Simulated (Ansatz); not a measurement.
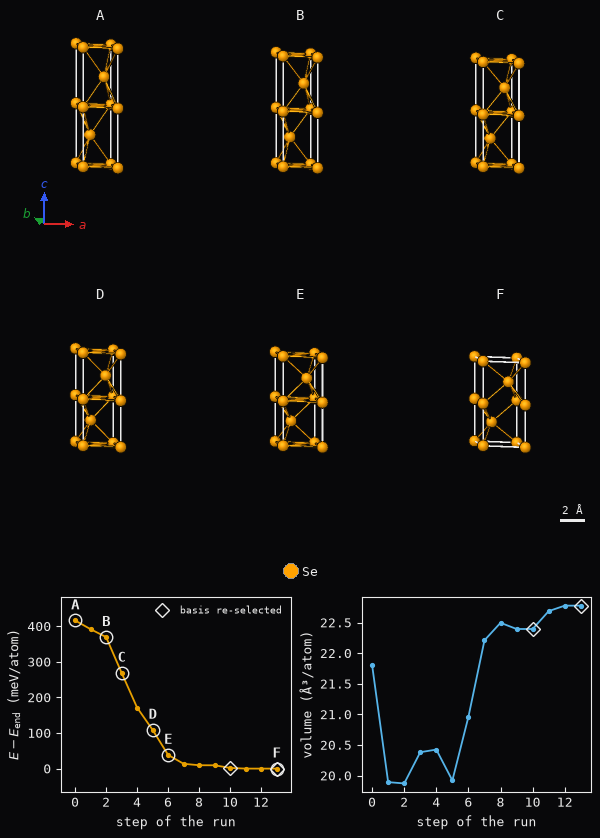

Frames of a relaxation of solid Se (a generated structure, set up in P6_3/mmc), marked on the history of the run. The picture is a ball-and-stick view of the cell of the calculation, seen slightly off an axis.

Phase: dhcp.

Computed with DFT, PBE, plane waves (420 eV) with PAW, scalar-relativistic (Ansatz).

Input
```yaml
crystal:
  lattice:
    - [3.1360302227, 0.0, 0.0]
    - [-1.5680151114, 2.7158818399, 0.0]
    - [0.0, 0.0, 10.2422747074]
  atoms:
    - { symbol: Se, position: [0.0, 0.0, 0.0] }
    - { symbol: Se, position: [0.0, 0.0, 0.5] }
    - { symbol: Se, position: [0.3333333333, 0.6666666667, 0.25] }
    - { symbol: Se, position: [0.6666666667, 0.3333333333, 0.75] }
hamiltonian:
  xc: pbe
  pseudopotentials:
    kind: paw
    azcp:
      Se: "pseudopotentials/Se.paw.azcp"
basis:
  ecutwfc: 420
  fft_grid_basis: typed
kpoints:
  mp_grid: { grid: [12, 12, 3], shift: [0, 0, 0] }
magnetization:
  spin_polarized: false
scf:
  occupations: { method: fermi_dirac, width: 0.1 }
relax:
  max_steps: 60
  f_tol: 0.01
  cell: {}
```

Run as
```bash
ansatz run input.yaml --threads 1 --pin off --max-ram 3584MiB --backend cpu --events-out ev --progress --plain --runs-dir out
```

Q: Describe the path.

A: Over 11 accepted moves (13 points after the start) the energy falls by 416 meV per atom. All forces vanish by symmetry, so only the cell relaxes. Pressure: −3.88 GPa at the start and −0.02 GPa at the end. At 2 points the geometry stayed and the basis and grid were re-selected for the new cell (energy shift of 7.4 meV per atom at most each time). No atom moves by more than 0.005 Å relative to the cell. The volume changes by +4.4 %, with a = b 3.136 → 3.808 Å (+21.4 %), c 10.242 → 7.255 Å (−29.2 %). Some distances before and after: Se1–Se1 3.136 → 3.808 Å, Se1–Se3 3.136 → 2.850 Å. The space group stays P6_3/mmc (No. 194). Cost: 110 s on 1 thread of Intel(R) Xeon(R) Platinum 8259CL CPU @ 2.50GHz (Skylake/Cascade Lake), with other jobs on the host, peak memory 0.58 GiB. From step 0 to 2: volume −8.9 %, energy −46.7 meV per atom. From step 2 to 3: volume +2.6 %, energy −100 meV per atom. From step 3 to 5: volume −2.3 %, energy −160 meV per atom. From step 5 to 6: volume +5.2 %, energy −70.4 meV per atom. From step 6 to 13: volume +8.7 %, energy −38.6 meV per atom.

```csv
step,"E − E(0), meV/atom","pressure, GPa","volume, Å³/atom",note
0,0.00,-3.88,21.809,
1,-24.59,1.87,19.894,
2,-46.73,2.01,19.872,
3,-147.14,0.80,20.382,
4,-244.82,2.17,20.425,
5,-307.31,6.04,19.921,
6,-377.69,3.51,20.960,
7,-402.68,-0.01,22.211,
8,-406.81,-0.34,22.497,
9,-406.93,-0.01,22.395,
10,-414.34,0.61,22.395,"same geometry, new basis"
11,-416.24,0.23,22.687,
12,-416.29,-0.02,22.777,
13,-416.31,-0.02,22.777,"same geometry, new basis"
```
